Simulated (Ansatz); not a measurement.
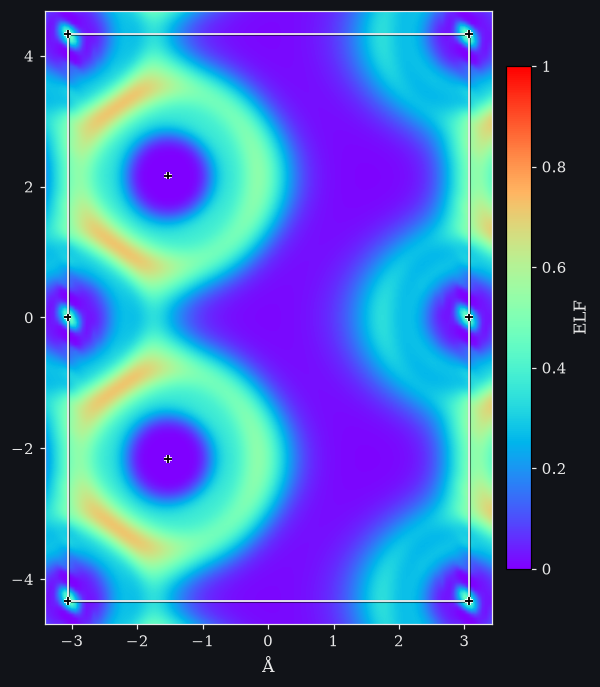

The electron localisation function on a plane through atoms (crosses mark nuclei in the plane).

All numbers below come from DFT, PBE, plane waves, PAW in Ansatz.

Candidates:
A. GaSb, a = 6.13 Å, b = 6.13 Å, c = 6.13 Å, α = 90.00°, β = 90.00°, γ = 90.00°. Space group F-43m; started from the measured structure prototype, which need not be the ambient phase; computed pressure about 2 GPa in this cell.
B. CdTe, a = 6.56 Å, b = 6.56 Å, c = 6.56 Å, α = 90.00°, β = 90.00°, γ = 90.00°. Space group F-43m; started from the measured structure prototype, which need not be the ambient phase.

### Which candidate gave the map?

Candidate A: GaSb on the (011) plane of the conventional cell, which holds Ga and Sb. Ga–Sb (2.66 Å): the ELF peaks at about 0.70 between the atoms.
